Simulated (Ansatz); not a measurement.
**Single-point calculation of MoSe2 (part 1 of 3)**

MoSe2 (6 atoms in the cell), computed with DFT PBEsol+U, non-collinear, scalar-relativistic, plane waves, PAW, Ueff = 1 eV on Mo atom 1 d; Ueff = 1 eV on Mo atom 2 d (Ansatz 0.2.0).

The structure derives from an entry of the Crystallography Open Database. It belongs to a series of runs on one base structure; here: canted directions held. Figures and captions count atoms from 1; the log counts them from 0 in places.

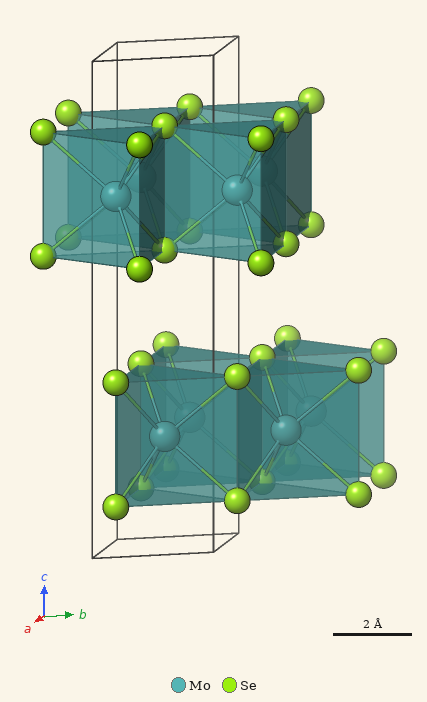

**Figure 1.** The structure (polyhedral view of the cell of the calculation, repeated 2 × 2 × 1, seen slightly off an axis; polyhedra are completed across the faces of the cell).

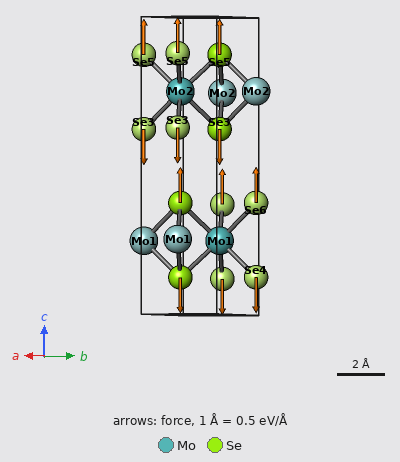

**Figure 2.** Forces on the atoms as orange arrows (ball-and-stick view of the cell of the calculation, seen at an oblique angle; neighbours outside the cell are drawn fainter; atoms are numbered from 1 in the order of the input). The largest act on all 4 Se atoms (0.79 eV/Å). The geometry is not a stationary point of this energy.

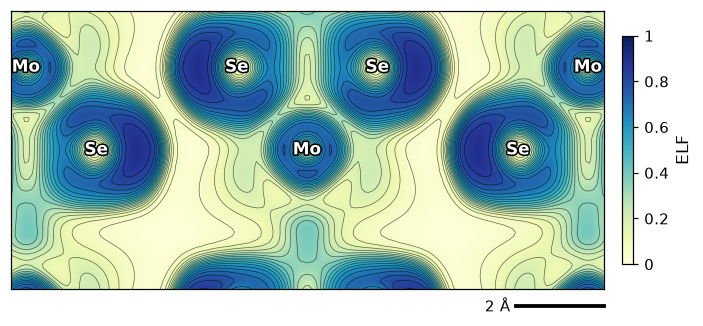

**Figure 3.** ELF on the (110) plane of the conventional cell. Atoms in the plane: Mo and Se. Mo–Se (2.49 Å): the ELF is about 0.50 at the midpoint. The strong features right at Mo lie inside the PAW spheres (semicore, d or f shells) and say nothing about bonding. In a PAW calculation such maps are meaningful between the atoms, not at the nuclei.

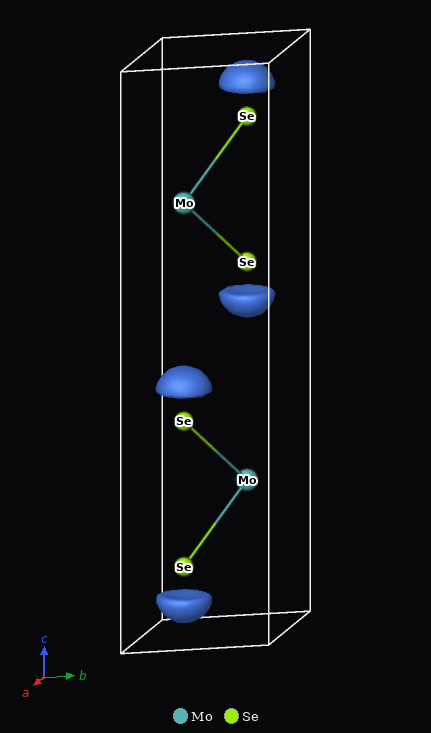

**Figure 4.** Isosurface of the electron localisation function at 0.85 (blue), seen slightly off an axis. Core shells and regions of very low density are left out. Sticks mark near contacts. The outline is the cell set on symmetry axes. Along the contacts the grid gives the following. Mo–Se (2.49 Å): the ELF is about 0.50 at the midpoint.

The input that produced these results follows, with the program's output.

## Input
```yaml
crystal:
  lattice:
    - [3.28799957, 0.0, 0.0]
    - [-1.64399979, 2.84749116, 0.0]
    - [0.0, 0.0, 12.90000092]
  atoms:
    - { symbol: Mo, position: [0.3333333333, 0.6666666667, 0.25], spin: 2.0, spin_axis: [0.0, 0.0, 1.0] }
    - { symbol: Mo, position: [0.6666666667, 0.3333333333, 0.75], spin: 2.0, spin_axis: [0.5, 0.0, -0.866025] }
    - { symbol: Se, position: [0.3333333333, 0.6666666667, 0.625] }
    - { symbol: Se, position: [0.6666666667, 0.3333333333, 0.125] }
    - { symbol: Se, position: [0.3333333333, 0.6666666667, 0.875] }
    - { symbol: Se, position: [0.6666666667, 0.3333333333, 0.375] }
basis:
  ecutwfc: 420
  ecutrho_ratio: 4
kpoints:
  mp_grid: { grid: [7, 7, 2] }
hamiltonian:
  xc: pbesol
  hubbard:
    sites:
      - { site: 0, l: d, u_eff: 1.0, starting_ns: [{ occupation_matrix: s0 }] }
      - { site: 1, l: d, u_eff: 1.0, starting_ns: [{ occupation_matrix: s1 }] }
    occupation_matrices:
      s0:
        spinor_matrix:
          - [[0.97, 0.0], [0.0, 0.0], [0.0, 0.0], [0.0, 0.0], [0.0, 0.0], [0.0, 0.0], [0.0, 0.0], [0.0, 0.0], [0.0, 0.0], [0.0, 0.0]]
          - [[0.0, 0.0], [0.02, 0.0], [0.0, 0.0], [0.0, 0.0], [0.0, 0.0], [0.0, 0.0], [0.0, 0.0], [0.0, 0.0], [0.0, 0.0], [0.0, 0.0]]
          - [[0.0, 0.0], [0.0, 0.0], [0.02, 0.0], [0.0, 0.0], [0.0, 0.0], [0.0, 0.0], [0.0, 0.0], [0.0, 0.0], [0.0, 0.0], [0.0, 0.0]]
          - [[0.0, 0.0], [0.0, 0.0], [0.0, 0.0], [0.02, 0.0], [0.0, 0.0], [0.0, 0.0], [0.0, 0.0], [0.0, 0.0], [0.0, 0.0], [0.0, 0.0]]
          - [[0.0, 0.0], [0.0, 0.0], [0.0, 0.0], [0.0, 0.0], [0.97, 0.0], [0.0, 0.0], [0.0, 0.0], [0.0, 0.0], [0.0, 0.0], [0.0, 0.0]]
          - [[0.0, 0.0], [0.0, 0.0], [0.0, 0.0], [0.0, 0.0], [0.0, 0.0], [0.02, 0.0], [0.0, 0.0], [0.0, 0.0], [0.0, 0.0], [0.0, 0.0]]
          - [[0.0, 0.0], [0.0, 0.0], [0.0, 0.0], [0.0, 0.0], [0.0, 0.0], [0.0, 0.0], [0.02, 0.0], [0.0, 0.0], [0.0, 0.0], [0.0, 0.0]]
          - [[0.0, 0.0], [0.0, 0.0], [0.0, 0.0], [0.0, 0.0], [0.0, 0.0], [0.0, 0.0], [0.0, 0.0], [0.02, 0.0], [0.0, 0.0], [0.0, 0.0]]
          - [[0.0, 0.0], [0.0, 0.0], [0.0, 0.0], [0.0, 0.0], [0.0, 0.0], [0.0, 0.0], [0.0, 0.0], [0.0, 0.0], [0.02, 0.0], [0.0, 0.0]]
          - [[0.0, 0.0], [0.0, 0.0], [0.0, 0.0], [0.0, 0.0], [0.0, 0.0], [0.0, 0.0], [0.0, 0.0], [0.0, 0.0], [0.0, 0.0], [0.02, 0.0]]
      s1:
        spinor_matrix:
          - [[0.08364, 0.0], [0.0, 0.0], [0.0, 0.0], [0.0, 0.0], [0.0, 0.0], [0.2375, 0.0], [0.0, 0.0], [0.0, 0.0], [0.0, 0.0], [0.0, 0.0]]
          - [[0.0, 0.0], [0.02, 0.0], [0.0, 0.0], [0.0, 0.0], [0.0, 0.0], [0.0, 0.0], [0.0, 0.0], [0.0, 0.0], [0.0, 0.0], [0.0, 0.0]]
          - [[0.0, 0.0], [0.0, 0.0], [0.02, 0.0], [0.0, 0.0], [0.0, 0.0], [0.0, 0.0], [0.0, 0.0], [0.0, 0.0], [0.0, 0.0], [0.0, 0.0]]
          - [[0.0, 0.0], [0.0, 0.0], [0.0, 0.0], [0.02, 0.0], [0.0, 0.0], [0.0, 0.0], [0.0, 0.0], [0.0, 0.0], [0.0, 0.0], [0.0, 0.0]]
          - [[0.0, 0.0], [0.0, 0.0], [0.0, 0.0], [0.0, 0.0], [0.08364, 0.0], [0.0, 0.0], [0.0, 0.0], [0.0, 0.0], [0.0, 0.0], [0.2375, 0.0]]
          - [[0.2375, 0.0], [0.0, 0.0], [0.0, 0.0], [0.0, 0.0], [0.0, 0.0], [0.90636, 0.0], [0.0, 0.0], [0.0, 0.0], [0.0, 0.0], [0.0, 0.0]]
          - [[0.0, 0.0], [0.0, 0.0], [0.0, 0.0], [0.0, 0.0], [0.0, 0.0], [0.0, 0.0], [0.02, 0.0], [0.0, 0.0], [0.0, 0.0], [0.0, 0.0]]
          - [[0.0, 0.0], [0.0, 0.0], [0.0, 0.0], [0.0, 0.0], [0.0, 0.0], [0.0, 0.0], [0.0, 0.0], [0.02, 0.0], [0.0, 0.0], [0.0, 0.0]]
          - [[0.0, 0.0], [0.0, 0.0], [0.0, 0.0], [0.0, 0.0], [0.0, 0.0], [0.0, 0.0], [0.0, 0.0], [0.0, 0.0], [0.02, 0.0], [0.0, 0.0]]
          - [[0.0, 0.0], [0.0, 0.0], [0.0, 0.0], [0.0, 0.0], [0.2375, 0.0], [0.0, 0.0], [0.0, 0.0], [0.0, 0.0], [0.0, 0.0], [0.90636, 0.0]]
    ns_hold: { iters: 8 }
scf:
  occupations: { method: gaussian, width: 0.05 }
  lower_state_search: "off"
  max_iter: 150
output:
  forces: true
  stress: true
  eigenvalues: true
  populations: true
  hubbard: { sites: [{ site: 0, l: d }, { site: 1, l: d }] }
  write_density: true
  write_potential: true
  elf: true
  volumetric_format: npy
magnetization:
  noncollinear: true
  spin_orbit: false
  spin_locking: { lock_directions: true }
```

Launch command:
```bash
ansatz run input.yaml --threads 4 --pin off --max-ram 6144MiB --backend cpu --events-out ev --progress --plain --runs-dir out
```

## Output
```
Warning: output.stress: scf.convergence.dr2_threshold = 1e-7 eV (the SCF's general default) is looser than the 6e-10 eV advised for a printed stress (1e-10 eV for each atom of the cell: 6). What an SCF threshold leaves in a stress goes as its square root, and in the free energy as the threshold itself, and one threshold admits the most on a small cell: of the crystals measured, under no hybrid functional and no lock of the moments, on runs that ended without the residual-converged pass, on stresses that held no estimate of that error, the worst erred by over 100 MPa in a component at 1e-7 eV an atom and by under 5 at 1e-10. Set scf.convergence.dr2_threshold to 6e-10 eV or tighter. The threshold is an SCF's pass mark: one that does not reach it within its budget of iterations ends unconverged, or closes short of it on a stop that the run arms, and scf.convergence.dr2_threshold's page says what that costs each kind of run
Warning: output.stress: the lock of the moments that magnetization.spin_locking holds to the close lets an SCF meet its threshold on dr2 anywhere within the lock's freeze window, and the stress can move with the moments there: no threshold on dr2 bounds that. The window is the square root of the freeze energy over magnetization.spin_locking.lambda. Set magnetization.spin_locking.freeze_energy_tol to 1e-7 of magnetization.spin_locking.lambda or tighter (1e-7 eV at magnetization.spin_locking.lambda's default), and hold the SCF's own gates tight with it: the threshold on dr2 and, on a non-collinear run, whose gate on the magnetisation can be let go, scf.convergence.magnetization_residual_energy_tol, under 2e-7 eV over the cell's volume in cubic angstroms (a run under these bars is not thereby shown to hold its stress)
Mo: projections on atomic orbitals take those of the free atom [Ar 3d10] 4s2 4p6 4d5 5s1, of charge +0.00 (hamiltonian.pseudopotentials.projection_atoms); the dataset's partial waves leave at most 6.0e-6 of an orbital's norm unspanned inside its sphere
Se: projections on atomic orbitals take those of the free atom [Ar] 3d10 4s2 4p4, of charge +0.00 (hamiltonian.pseudopotentials.projection_atoms); the dataset's partial waves leave at most 2.3e-6 of an orbital's norm unspanned inside its sphere
Engine: ansatz 0.2.0, x86_64-unknown-linux-gnu
Pseudopotentials: kind: paw
Pseudopotential: Mo, paw, valence charge 14, recommended cutoff 420 eV (normal), Mo.paw.azcp
Pseudopotential: Se, paw, valence charge 16, recommended cutoff 420 eV (normal), Se.paw.azcp
Functional definition: PBEsol
  exchange = pbesol_x
  correlation = pbesol_c
Crystal: 6 atoms, lattice volume = 120.777 Å³
Basis set: ecut = 420 eV, 2395 PW (Γ), exchange–correlation on 48×48×180 points (8 copies of the dense FFT grid, shifted against one another)
Bands: 112, of which v1, the nominal top of the filled ones, is band 92 counted from 1 (91 counted from 0)
Symmetry: 1 space group operations + 1 with time reversal
Magnetic group: BNS 5.15 (UNI 22), of the structure as read, at distance tolerance 4.9e-5 Å
k-points: 56 of 98 (time reversal used)
Non-local potential: Mo, projectors of the file, l = 0: 3, l = 1: 2, l = 2: 2, l = 3: 1
Non-local potential: Se, projectors of the file, l = 0: 2, l = 1: 2, l = 2: 3, l = 3: 1
PAW form: soft (Blöchl's): semilocal exchange-correlation on the pseudo side does not see the compensation charge
PAW frozen core: Mo, regenerated for the run's functional, and the local potential with it (the file was generated under x = pbe(κ = 0.804, μ = 0.2195149727645171), c = pbe(β = 0.06672455060314922))
PAW frozen core: Se, regenerated for the run's functional, and the local potential with it (the file was generated under x = pbe(κ = 0.804, μ = 0.2195149727645171), c = pbe(β = 0.06672455060314922))
PAW one-centre angular grid: Mo, 590 points (default); XC on 64 Gauss nodes
PAW one-centre angular grid: Se, 590 points (default); XC on 64 Gauss nodes
Initial density: superposition of atomic densities (chi_scale 0.1, normalization cell)
Starting moments: Σ|m| = 4 μB on 2 of 6 sites
Initial wavefunctions: pseudopotential atomic-orbital guess
Functional: x = pbesol(κ = 0.804, μ = 0.12345679012345678), c = pbesol(β = 0.046)
```
